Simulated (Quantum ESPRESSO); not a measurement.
**Co: single-point calculation (part 1 of 3)**

The run: single-point calculation of Co (4 atoms in the cell). Method and program: Kohn-Sham DFT of a periodic cell, LDA, GBRV 1.5 LDA, spin-polarised (Quantum ESPRESSO 7.5).

The structure derives from a Materials Project entry. The volume is scaled by 1.06.

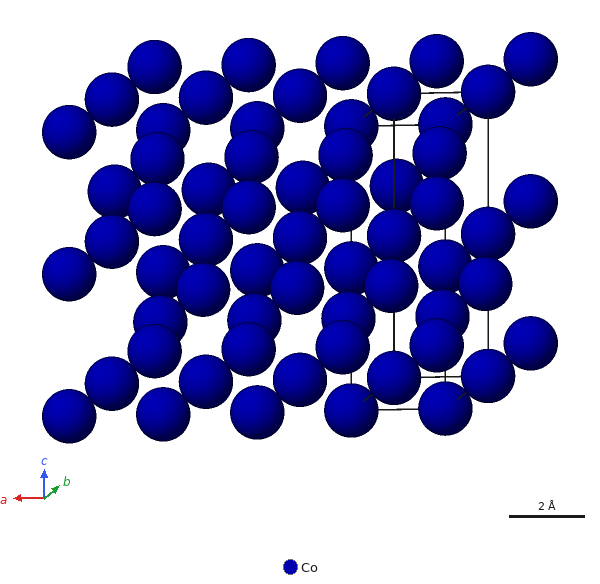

*The structure (spheres-only view of the cell of the calculation, repeated 4 × 2 × 1, seen at an oblique angle).*

Input
```
&CONTROL
  calculation = 'scf'
  prefix = 'pwscf'
  outdir = './tmp'
  pseudo_dir = './pseudo'
  tprnfor = .true.
  tstress = .true.
  disk_io = 'nowf'
/
&SYSTEM
  ibrav = 0
  nat = 4
  ntyp = 1
  ecutwfc = 56
  ecutrho = 448
  nbnd = 48
  occupations = 'smearing'
  smearing = 'fd'
  degauss = 0.00367493
  nspin = 2
  starting_magnetization(1) = 0.1176
/
&ELECTRONS
  conv_thr = 8d-10
  electron_maxstep = 120
  mixing_beta = 0.3
/
ATOMIC_SPECIES
Co    58.9332 co_lda_v1.2.uspp.F.UPF
CELL_PARAMETERS angstrom
   2.5190164704    0.0000000000    0.0000000000
  -1.2595082352    2.1815322559    0.0000000000
   0.0000000000    0.0000000000    8.2468668932
ATOMIC_POSITIONS crystal
Co     0.6666666667    0.3333333333    0.7500000000
Co     0.0000000000    0.0000000000    0.5000000000
Co     0.3333333333    0.6666666667    0.2500000000
Co     0.0000000000    0.0000000000    0.0000000000
K_POINTS automatic
10 10 3 0 0 0
```

Run on 2 threads of AMD EPYC (Zen 3), 64 GiB of memory available, shared host.

Run as:
```bash
OMP_NUM_THREADS=1 mpirun -n 2 pw.x -nk 2 -in pw.in > pw.out
```

The program's output
```
This program is part of the open-source Quantum ESPRESSO suite
     for quantum simulation of materials; please cite
         "P. Giannozzi et al., J. Phys.:Condens. Matter 21 395502 (2009);
         "P. Giannozzi et al., J. Phys.:Condens. Matter 29 465901 (2017);
         "P. Giannozzi et al., J. Chem. Phys. 152 154105 (2020);
          URL
     in publications or presentations arising from this work. More details at

     Message from routine setup:
     using ibrav=0 with symmetry is DISCOURAGED, use correct ibrav instead

     K-points division:     npool     =       2
     Subspace diagonalization in iterative solution of the eigenvalue problem:
     a serial algorithm will be used

     G-vector sticks info
     --------------------
     sticks:   dense  smooth     PW     G-vecs:    dense   smooth      PW
     Sum         691     349    109                48855    17331    2969

     Using Slab Decomposition

     bravais-lattice index     =            0
     lattice parameter (alat)  =       4.7603  a.u.
     unit-cell volume          =     305.8287 (a.u.)^3
     number of atoms/cell      =            4
     number of atomic types    =            1
     number of electrons       =        68.00
     number of Kohn-Sham states=           48
     kinetic-energy cutoff     =      56.0000  Ry
     charge density cutoff     =     448.0000  Ry
     scf convergence threshold =      8.0E-10
     mixing beta               =       0.3000
     number of iterations used =            8  plain     mixing
     Exchange-correlation= SLA  PZ   NOGX NOGC
                           (   1   1   0   0   0   0   0)

     celldm(1)=   4.760251  celldm(2)=   0.000000  celldm(3)=   0.000000
     celldm(4)=   0.000000  celldm(5)=   0.000000  celldm(6)=   0.000000

     crystal axes: (cart. coord. in units of alat)
               a(1) = (   1.000000   0.000000   0.000000 )
               a(2) = (  -0.500000   0.866025   0.000000 )
               a(3) = (   0.000000   0.000000   3.273844 )

     reciprocal axes: (cart. coord. in units 2 pi/alat)
               b(1) = (  1.000000  0.577350 -0.000000 )
               b(2) = (  0.000000  1.154701  0.000000 )
               b(3) = (  0.000000 -0.000000  0.305451 )

     PseudoPot. # 1 for Co read from file:
     co_lda_v1.2.uspp.F.UPF
     Pseudo is Ultrasoft + core correction, Zval = 17.0
     Generated by new atomic code, or converted to UPF format
     Using radial grid of  863 points,  6 beta functions with:
                l(1) =   0
                l(2) =   0
                l(3) =   1
                l(4) =   1
                l(5) =   2
                l(6) =   2
     Q(r) pseudized with  8 coefficients,  rinner =    1.200   1.200   1.200
                                                       1.200   1.200

     atomic species   valence    mass     pseudopotential
     Co               17.00    58.93320     Co( 1.00)

     Starting magnetic structure
     atomic species   magnetization
     Co              0.118

     24 Sym. Ops., with inversion, found (12 have fractional translation)

   Cartesian axes

     site n.     atom                  positions (alat units)
         1        Co     tau(   1) = (   0.5000000   0.2886751   2.4553830  )
         2        Co     tau(   2) = (   0.0000000   0.0000000   1.6369220  )
         3        Co     tau(   3) = (  -0.0000000   0.5773503   0.8184610  )
         4        Co     tau(   4) = (   0.0000000   0.0000000   0.0000000  )

     number of k points=    28  Fermi-Dirac smearing, width (Ry)=  0.0037
                       cart. coord. in units 2pi/alat
        k(    1) = (   0.0000000   0.0000000   0.0000000), wk =   0.0033333
        k(    2) = (   0.0000000   0.0000000   0.1018171), wk =   0.0066667
        k(    3) = (   0.0000000   0.1154701   0.0000000), wk =   0.0200000
        k(    4) = (   0.0000000   0.1154701   0.1018171), wk =   0.0400000
        k(    5) = (   0.0000000   0.2309401   0.0000000), wk =   0.0200000
        k(    6) = (   0.0000000   0.2309401   0.1018171), wk =   0.0400000
        k(    7) = (   0.0000000   0.3464102   0.0000000), wk =   0.0200000
        k(    8) = (   0.0000000   0.3464102   0.1018171), wk =   0.0400000
        k(    9) = (   0.0000000   0.4618802   0.0000000), wk =   0.0200000
        k(   10) = (   0.0000000   0.4618802   0.1018171), wk =   0.0400000
        k(   11) = (   0.0000000  -0.5773503   0.0000000), wk =   0.0100000
        k(   12) = (   0.0000000  -0.5773503   0.1018171), wk =   0.0200000
        k(   13) = (   0.1000000   0.1732051   0.0000000), wk =   0.0200000
        k(   14) = (   0.1000000   0.1732051   0.1018171), wk =   0.0400000
        k(   15) = (   0.1000000   0.2886751   0.0000000), wk =   0.0400000
        k(   16) = (   0.1000000   0.2886751   0.1018171), wk =   0.0800000
        k(   17) = (   0.1000000   0.4041452   0.0000000), wk =   0.0400000
        k(   18) = (   0.1000000   0.4041452   0.1018171), wk =   0.0800000
        k(   19) = (   0.1000000   0.5196152   0.0000000), wk =   0.0400000
        k(   20) = (   0.1000000   0.5196152   0.1018171), wk =   0.0800000
        k(   21) = (   0.2000000   0.3464102   0.0000000), wk =   0.0200000
        k(   22) = (   0.2000000   0.3464102   0.1018171), wk =   0.0400000
        k(   23) = (   0.2000000   0.4618802   0.0000000), wk =   0.0400000
        k(   24) = (   0.2000000   0.4618802   0.1018171), wk =   0.0800000
        k(   25) = (   0.2000000   0.5773503   0.0000000), wk =   0.0200000
        k(   26) = (   0.2000000   0.5773503   0.1018171), wk =   0.0400000
        k(   27) = (   0.3000000   0.5196152   0.0000000), wk =   0.0200000
        k(   28) = (   0.3000000   0.5196152   0.1018171), wk =   0.0400000

     Dense  grid:    48855 G-vectors     FFT dimensions: (  36,  36, 108)

     Smooth grid:    17331 G-vectors     FFT dimensions: (  24,  24,  80)

     Check: negative core charge=   -0.000036
     Generating pointlists ...
     new r_m :   0.4125 (alat units)  1.9636 (a.u.) for type    1

     Initial potential from superposition of free atoms

     starting charge      64.0000, renormalised to      68.0000
     Starting wfcs are   52 randomized atomic wfcs

     Self-consistent Calculation

     iteration #  1     ecut=    56.00 Ry     beta= 0.30
     Davidson diagonalization with overlap
     ethr =  1.00E-02,  avg # of iterations =  3.7

     total energy              =   -1186.65979310 Ry
     estimated scf accuracy    <      30.27232763 Ry

     total magnetization       =     3.61 Bohr mag/cell
     absolute magnetization    =     3.77 Bohr mag/cell

     iteration #  2     ecut=    56.00 Ry     beta= 0.30
     Davidson diagonalization with overlap
     ethr =  1.00E-02,  avg # of iterations =  3.0

     total energy              =   -1193.02626268 Ry
     estimated scf accuracy    <       1.67139492 Ry

     total magnetization       =     6.20 Bohr mag/cell
     absolute magnetization    =     6.46 Bohr mag/cell

     iteration #  3     ecut=    56.00 Ry     beta= 0.30
     Davidson diagonalization with overlap
     ethr =  2.46E-03,  avg # of iterations =  2.0

     total energy              =   -1193.24097685 Ry
     estimated scf accuracy    <       2.97440467 Ry

     total magnetization       =     6.09 Bohr mag/cell
     absolute magnetization    =     6.40 Bohr mag/cell

     iteration #  4     ecut=    56.00 Ry     beta= 0.30
     Davidson diagonalization with overlap
     ethr =  2.46E-03,  avg # of iterations =  1.0

     total energy              =   -1193.34059668 Ry
     estimated scf accuracy    <       0.02093141 Ry

     total magnetization       =     6.68 Bohr mag/cell
     absolute magnetization    =     6.98 Bohr mag/cell

     iteration #  5     ecut=    56.00 Ry     beta= 0.30
     Davidson diagonalization with overlap
     ethr =  3.08E-05,  avg # of iterations =  3.8

     total energy              =   -1193.34233132 Ry
     estimated scf accuracy    <       0.00892351 Ry

     total magnetization       =     6.68 Bohr mag/cell
     absolute magnetization    =     7.01 Bohr mag/cell

     iteration #  6     ecut=    56.00 Ry     beta= 0.30
     Davidson diagonalization with overlap
     ethr =  1.31E-05,  avg # of iterations =  1.7

     total energy              =   -1193.34304392 Ry
     estimated scf accuracy    <       0.00207915 Ry

     total magnetization       =     6.71 Bohr mag/cell
     absolute magnetization    =     7.18 Bohr mag/cell

     iteration #  7     ecut=    56.00 Ry     beta= 0.30
     Davidson diagonalization with overlap
     ethr =  3.06E-06,  avg # of iterations =  2.5

     total energy              =   -1193.34328424 Ry
     estimated scf accuracy    <       0.00052846 Ry

     total magnetization       =     6.71 Bohr mag/cell
     absolute magnetization    =     7.19 Bohr mag/cell

     iteration #  8     ecut=    56.00 Ry     beta= 0.30
     Davidson diagonalization with overlap
     ethr =  7.77E-07,  avg # of iterations =  2.0

     total energy              =   -1193.34334732 Ry
     estimated scf accuracy    <       0.00008910 Ry

     total magnetization       =     6.72 Bohr mag/cell
     absolute magnetization    =     7.22 Bohr mag/cell

     iteration #  9     ecut=    56.00 Ry     beta= 0.30
     Davidson diagonalization with overlap
     ethr =  1.31E-07,  avg # of iterations =  1.7

     total energy              =   -1193.34336400 Ry
     estimated scf accuracy    <       0.00001004 Ry

     total magnetization       =     6.72 Bohr mag/cell
     absolute magnetization    =     7.24 Bohr mag/cell

     iteration # 10     ecut=    56.00 Ry     beta= 0.30
     Davidson diagonalization with overlap
     ethr =  1.48E-08,  avg # of iterations =  2.0

     total energy              =   -1193.34336636 Ry
     estimated scf accuracy    <       0.00000082 Ry

     total magnetization       =     6.72 Bohr mag/cell
     absolute magnetization    =     7.25 Bohr mag/cell

     iteration # 11     ecut=    56.00 Ry     beta= 0.30
     Davidson diagonalization with overlap
     ethr =  1.21E-09,  avg # of iterations =  2.2

     total energy              =   -1193.34336653 Ry
     estimated scf accuracy    <       0.00000005 Ry

     total magnetization       =     6.72 Bohr mag/cell
     absolute magnetization    =     7.25 Bohr mag/cell

     iteration # 12     ecut=    56.00 Ry     beta= 0.30
     Davidson diagonalization with overlap
     ethr =  7.24E-11,  avg # of iterations =  2.2

     total energy              =   -1193.34336654 Ry
     estimated scf accuracy    <          8.0E-09 Ry

     total magnetization       =     6.72 Bohr mag/cell
     absolute magnetization    =     7.25 Bohr mag/cell

     iteration # 13     ecut=    56.00 Ry     beta= 0.30
     Davidson diagonalization with overlap
     ethr =  1.17E-11,  avg # of iterations =  1.5

     total energy              =   -1193.34336654 Ry
     estimated scf accuracy    <          9.8E-10 Ry

     total magnetization       =     6.72 Bohr mag/cell
     absolute magnetization    =     7.25 Bohr mag/cell

     iteration # 14     ecut=    56.00 Ry     beta= 0.30
     Davidson diagonalization with overlap
     ethr =  1.44E-12,  avg # of iterations =  1.0

     Magnetic moment per site  (integrated on atomic sphere of radius R)
     atom   1 (R=0.412)  charge= 15.6411  magn=  1.7454
     atom   2 (R=0.412)  charge= 15.6443  magn=  1.7374
     atom   3 (R=0.412)  charge= 15.6411  magn=  1.7454
     atom   4 (R=0.412)  charge= 15.6443  magn=  1.7374

     End of self-consistent calculation

 ------ SPIN UP ------------

          k = 0.0000 0.0000 0.0000 (  2161 PWs)   bands (ev):

   -78.2720 -78.2578 -78.2348 -78.2206 -42.0426 -41.9312 -41.8713 -41.7869
   -41.7869 -41.7684 -41.7684 -41.7661 -41.7661 -41.7582 -41.7475 -41.7475
     8.2524  10.3942  10.4159  12.0389  14.1358  14.1694  14.4146  14.4146
    14.4353  14.4353  14.4436  14.6725  14.6725  14.7233  14.7233  15.3358
    15.3358  15.6420  15.6420  15.9104  15.9104  16.2783  16.2783  16.7514
    22.7810  31.1369  31.1399  38.4120  38.9822  39.8453  40.8815  40.8815

          k = 0.0000 0.0000 0.1018 (  2167 PWs)   bands (ev):

   -78.2693 -78.2626 -78.2300 -78.2233 -42.0247 -41.9768 -41.8253 -41.7843
   -41.7843 -41.7771 -41.7771 -41.7765 -41.7573 -41.7573 -41.7502 -41.7502
     8.5182   9.2821  11.4731  11.9526  14.2232  14.3766  14.4564  14.4564
    14.4793  14.4793  14.5685  14.6126  14.6126  14.6520  14.6520  15.4199
    15.4199  15.5643  15.5643  15.8165  16.0255  16.0255  16.2022  16.2022
    24.2768  27.4046  35.1338  38.5649  38.6213  39.1573  40.6183  40.8522

          k = 0.0000 0.1155 0.0000 (  2172 PWs)   bands (ev):

   -78.2682 -78.2549 -78.2318 -78.2185 -42.0340 -41.9323 -41.8751 -41.8069
   -41.7934 -41.7830 -41.7829 -41.7734 -41.7711 -41.7682 -41.7614 -41.7511
     8.5935  10.6870  10.7082  12.2511  13.9448  14.0528  14.2982  14.3035
    14.3931  14.5487  14.5536  14.6924  14.7748  14.8193  14.8587  15.0763
    15.2210  15.3506  15.6797  15.8725  15.8952  16.0225  16.2972  18.1391
    22.8423  31.3810  31.3813  35.8909  37.3911  37.4299  38.2866  39.1770

          k = 0.0000 0.1155 0.1018 (  2170 PWs)   bands (ev):

   -78.2656 -78.2593 -78.2274 -78.2210 -42.0175 -41.9736 -41.8336 -41.8037
   -41.7956 -41.7906 -41.7863 -41.7829 -41.7708 -41.7627 -41.7616 -41.7539
     8.8535   9.6005  11.7375  12.1814  14.1115  14.1268  14.2191  14.4497
    14.4959  14.5409  14.5843  14.6170  14.6617  14.7322  14.7722  14.9692
    15.3518  15.3529  15.5534  15.6146  16.0390  16.2224  16.4428  17.3227
    24.4405  27.6294  35.3668  36.0945  36.6174  38.1613  38.5529  38.8915

          k = 0.0000 0.2309 0.0000 (  2180 PWs)   bands (ev):
```
